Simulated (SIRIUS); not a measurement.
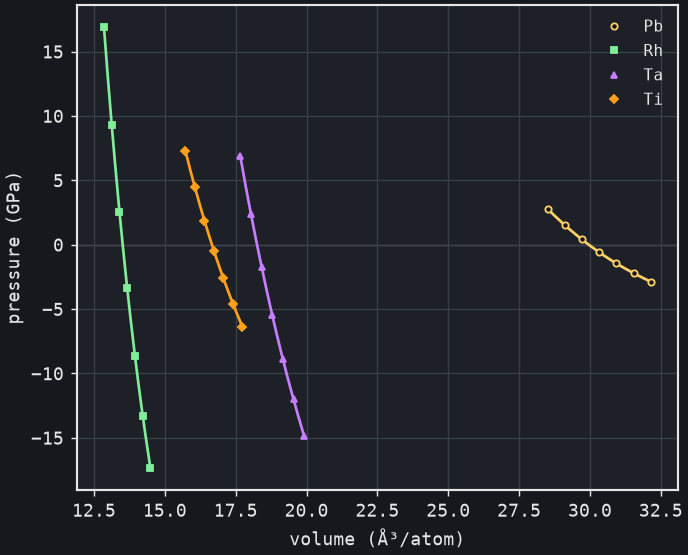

Pressure against volume, with one curve for each element, for Pb, Rh, Ta and Ti (all in space group Fm-3m (No. 225)).

Settings that differ: Pb: density cutoff 3060 eV, wave cutoff 765 eV, k mesh 9×9×9; Rh: density cutoff 4810 eV, wave cutoff 1200 eV, k mesh 12×12×12; Ta: density cutoff 3230 eV, wave cutoff 807 eV, k mesh 11×11×11; Ti: density cutoff 4610 eV, wave cutoff 1150 eV, k mesh 11×11×11.

The fitted equilibrium volumes, smallest first, are Rh 13.518, Ti 16.662, Ta 18.252, Pb 29.952 Å³/atom. The fitted bulk moduli, smallest first, are Pb 49.3, Ti 113.8, Ta 198.2, Rh 296.5 GPa. For Pb, the pressure falls from 2.78 GPa at volume 28.50 Å³/atom to −2.88 GPa at 32.14 Å³/atom, and changes sign near 29.96 Å³/atom. For Rh, the pressure falls from 16.93 GPa at volume 12.85 Å³/atom to −17.37 GPa at 14.49 Å³/atom, and changes sign near 13.52 Å³/atom. For Ta, the pressure falls from 6.88 GPa at volume 17.66 Å³/atom to −14.87 GPa at 19.92 Å³/atom, and changes sign near 18.26 Å³/atom.

Computed with SIRIUS 7.10.0: plane-wave DFT, no spin polarisation; energies at scaled volumes of the given cell, shape and fractions fixed, counted from the fit's minimum, third-order Birch-Murnaghan fit. Level: PBEsol.

occupations Fermi–Dirac; smearing width 0.05 eV; potentials dojo sr pbesol 0.4.1 standard.

Limits of the calculation: spin-orbit coupling left out, heavy elements (Pb).
